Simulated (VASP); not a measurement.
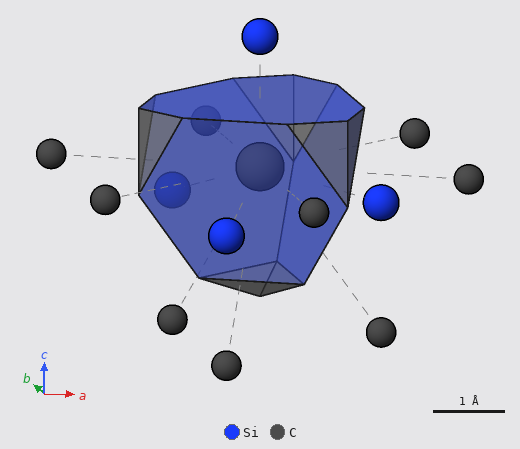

The polyhedron is the computed Voronoi (Dirichlet) cell of the central atom: each face lies in the plane that bisects the line to a neighbour. Central atom: C2 (2b) in SiC; faces take the colour of the neighbour behind them. Source: the end point of a relaxation with VASP, VASP Kohn-Sham DFT of a periodic cell, RPBE with D3, VASP PAW PBE potentials, recommended.

SiC, space group P6_3mc (No. 186), a = 3.087 Å, b = 3.087 Å, c = 10.106 Å, α = 90.00°, β = 90.00°, γ = 120.00°

| site | Wyckoff | x | y | z |
| --- | --- | --- | --- | --- |
| Si1 | 2a | 0.0000 | 0.0000 | 0.1879 |
| Si2 | 2b | 0.3333 | 0.6667 | 0.4378 |
| C1 | 2a | 0.0000 | 0.0000 | 0.0005 |
| C2 | 2b | 0.3333 | 0.6667 | 0.2498 |

**Give the Voronoi index ⟨n3,n4,n5,n6,…⟩ (numbers of faces with 3, 4, 5, 6 … edges).**

13 faces, index ⟨9,0,0,3,0,0,1⟩.

**Tabulate the neighbours by distance and solid angle.**

```tsv
neighbour	faces	distance (Å)	solid angle (% of sphere)
Si	4	1.89	89.5
C	9	3.09	10.5
```
